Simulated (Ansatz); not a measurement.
The coordinates of a crystal:

```
CELL_PARAMETERS angstrom
4.45451 0.00000 0.00000
0.00000 4.36631 0.00000
0.00000 0.00000 4.39223
ATOMIC_POSITIONS crystal
Ca 0.00000 0.00000 0.00000
Ca 0.50000 0.50000 0.50000
```

Summarise the structure in words.

Answer. The element is calcium. Strictly the space group is Immm (No. 71, within 0.01 Å). It is a distorted form of a body-centred cubic structure, space group Im-3m (No. 229) within 0.25 Å: body-centred cubic (W type). The cell holds two atoms. Ca bonds to eight Ca in a cubic arrangement at 3.81 Å. The bonds build a three-dimensional framework.

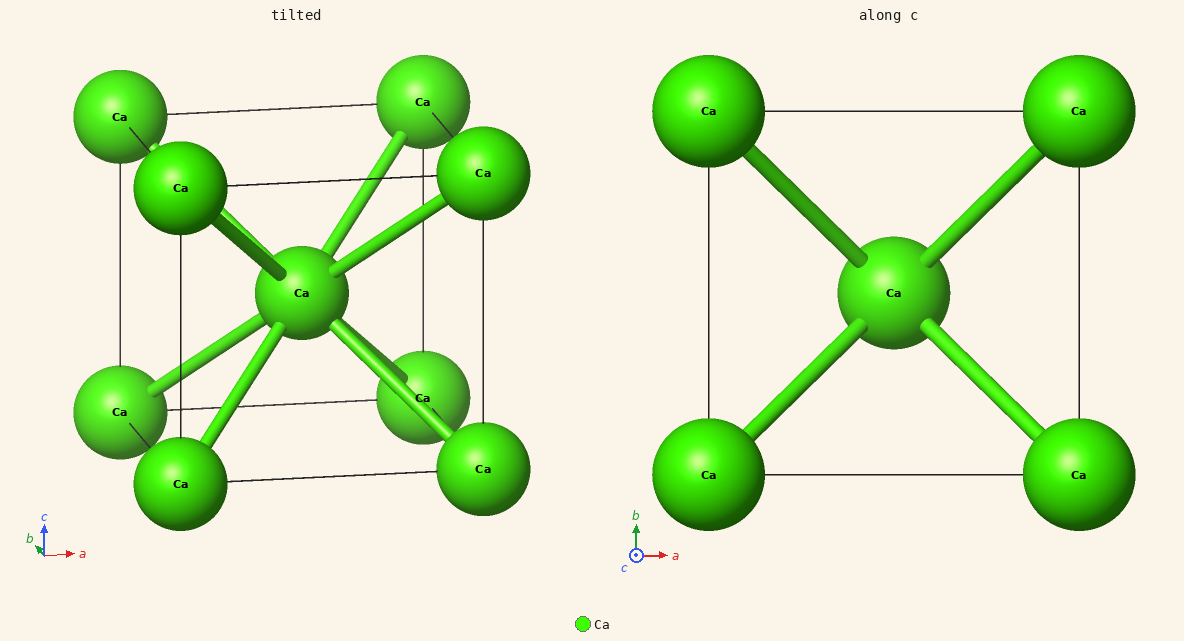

This ball-and-stick model is shown slightly off an axis and along the c axis. Thin lines show the drawn cell (a repeat of the simulation cell), with boundary atoms drawn in all their periodic places. Colours: calcium green.

It derives from a structure listed in the Materials Project. The cell was then strained or its atoms displaced on purpose. Ansatz was used for an electronic-structure calculation on it.
